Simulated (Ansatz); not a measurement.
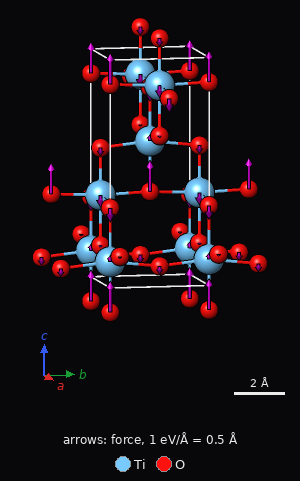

Starting geometry of crystalline TiO₂ (set up in Imm2) (coarse preliminary run) with the computed forces as purple arrows. A ball-and-stick model of the conventional cell (2 times the calculation's cell), seen slightly off an axis. Lengths and directions refer to the drawn axes.

Case: 2 of 2 Li taken out, relaxed.

These are results of DFT PBE+U+D3(BJ), scalar-relativistic, plane waves, PAW in Ansatz 0.2.0, not measurements.

Input file:
```yaml
crystal:
  lattice:
    - [-1.9209408498, 2.0454055511, 4.6528690878]
    - [1.9209408498, -2.0454055511, 4.6528690878]
    - [1.9209408498, 2.0454055511, -4.6528690878]
  atoms:
    - { symbol: Ti, position: [0.6168361557, 0.1168361557, 0.5] }
    - { symbol: Ti, position: [0.8853204206, 0.8853204206, 0.0] }
    - { symbol: O, position: [0.6496404441, 0.6496404441, 0.0] }
    - { symbol: O, position: [0.1072202834, 0.1072202834, 0.0] }
    - { symbol: O, position: [0.4094316091, 0.9094316091, 0.5] }
    - { symbol: O, position: [0.8379300163, 0.3379300163, 0.5] }
basis:
  ecutwfc: 420
kpoints:
  mp_grid: { grid: [6, 6, 6] }
hamiltonian:
  xc: pbe
  dispersion: d3bj
  hubbard: { sites: [{ species: Ti, l: d, u_eff: 4.0 }] }
scf:
  occupations: { method: gaussian, width: 0.1 }
output:
  forces: true
  stress: true
  eigenvalues: true
relax:
  adjacent_minimum: "off"
  f_tol: 0.0325
  max_steps: 70
  cell: { stress_tol: 0.24 }
```

Run as
```bash
ansatz run input.yaml --threads 2 --pin off --max-ram 5120MiB --backend cpu --events-out ev --progress --plain --runs-dir out
```

> What follows when this structure is relaxed?

It isn't relaxed: the largest force vector, on O4, is 2.63 eV/Å. The atoms end up moving mostly along the starting forces (cosine between the two patterns 0.95). The energy falls by 124 meV per atom in 4 accepted moves (6 points after the start). The largest force component goes from 2.6 to 0.0031 eV/Å. The pressure goes from −13.33 to 0.04 GPa. At 2 points the geometry stayed and the basis and grid were re-selected for the new cell (energy shift of 0.4 meV per atom at most each time). O4 moves most relative to the cell: 0.24 Å along +c. By element the largest moves are O 0.24 Å, Ti 0.09 Å. Cell: a 3.842 → 3.804 Å (−1.0 %), b 4.091 → 3.804 Å (−7.0 %), c 9.306 → 9.663 Å (+3.8 %). Volume −4.4 %. Near-neighbour distances that change, for instance: Ti2–O3 2.193 → 1.997 Å, Ti2–O5 2.058 → 1.947 Å, Ti1–Ti2 2.971 → 3.075 Å, Ti1–O4 2.047 → 1.947 Å. Among the angles between lasting bonds that change: O4–Ti1–O4 175.0° → 155.2°, Ti1–O4–Ti1 175.0° → 155.2°, O5–Ti2–O5 167.5° → 155.2°. The space group (tolerance 0.01 Å) goes from Imm2 (No. 44) to I4_1/amd (No. 141).
